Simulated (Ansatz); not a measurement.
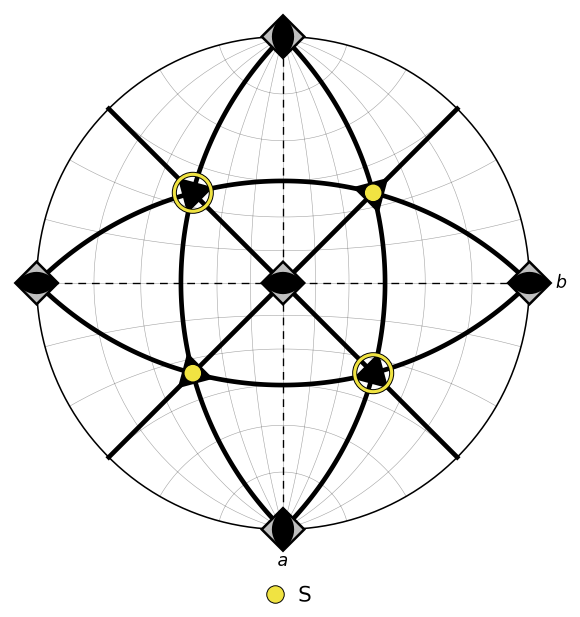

Crystal: CdS, coordinates from a relaxation with DFT PBE, scalar-relativistic, plane waves, PAW (Ansatz). Directions from one cadmium atom at (0, 0, 0) to its bonded neighbours, in stereographic projection down c (filled: above the plane of the page or in it, open: below). The drawing is computed from the coordinates (standard cell, symmetry found to 0.002 Å).

Neighbours are counted up to 3.04 Å for S. The symmetry elements of the site are drawn in: heavy lines are mirror planes (a heavy rim: a mirror in the plane of the page); lens, triangle, square and hexagon are 2-, 3-, 4- and 6-fold axes, a lens in an open square is −4, a triangle in an open hexagon −6; thin dashed diameters join the ends of axes that lie in the page; a small open circle marks inversion.

```
Cd S
1.0
     5.92642    0.00000    0.00000
     0.00000    5.92642    0.00000
     0.00000    0.00000    5.92642
Cd S
4 4
Cartesian
  0.0000 0.0000 0.0000
  0.0000 2.9632 2.9632
  2.9632 0.0000 2.9632
  2.9632 2.9632 0.0000
  1.4816 1.4816 4.4448
  1.4816 4.4448 1.4816
  4.4448 1.4816 1.4816
  4.4448 4.4448 4.4448
```

**How many neighbours are there, and at what angles?**

4: 4 S at 2.57 Å. Angles between bonds: 109° (6×).

**What is the site's symmetry in the crystal?**

Point group -43m (Td), order 24: three −4 axes, four threefold axes, six mirror planes. In No. 216, F-43m this is Wyckoff position 4a.
